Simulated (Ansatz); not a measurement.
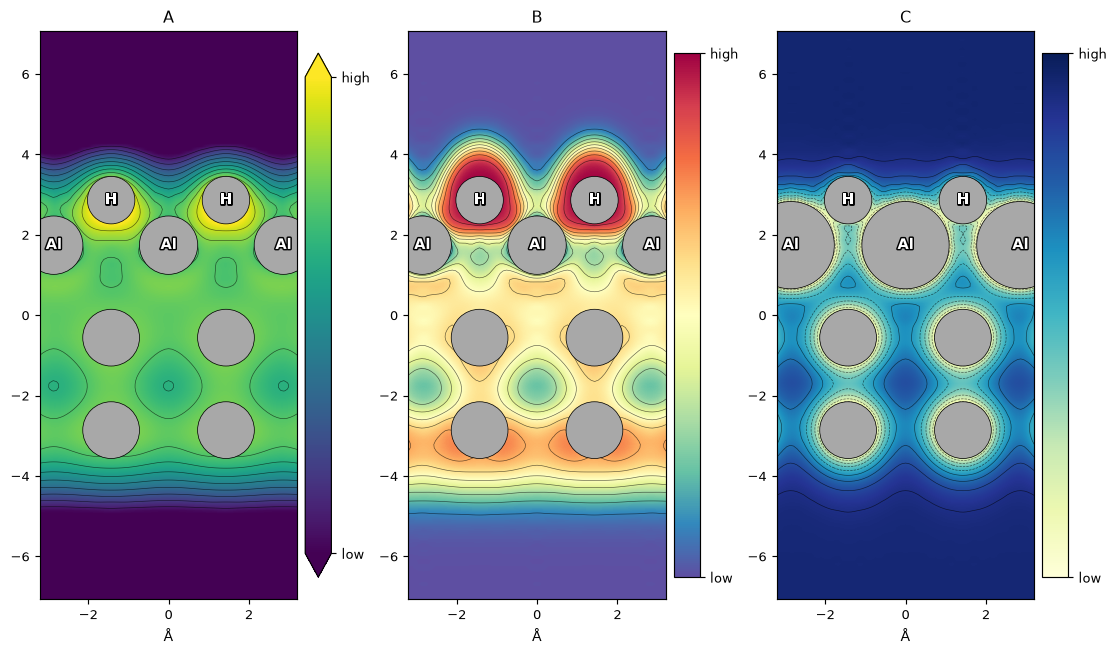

Al$_{3}$H (slab): 3 fields on the (100) plane of the calculation cell, a cut from vacuum to vacuum, with unlabelled colour scales. Grey discs cover the atomic cores.

A point of a scan over the structure, not its minimum; PAW files of the earlier set (soft_1).

These are results of Ansatz 0.2.0, DFT PBE, scalar-relativistic, plane waves, PAW, not measurements.

> The panels show electron localisation function, electrostatic potential energy of an electron and valence pseudo-density in some order. Assign them.

Panel A: valence pseudo-density. Panel B: electron localisation function. Panel C: electrostatic potential energy of an electron (low next to the atoms, rising into the space between them). From the grid: Al–H (1.82 Å): ρ is about 0.31 e/Å³ halfway; the ELF climbs to about 1 towards the hydrogen. Al–Al (2.86 Å): the density is about 0.2 e/Å³ at the midpoint; the ELF is about 0.35 at the midpoint.
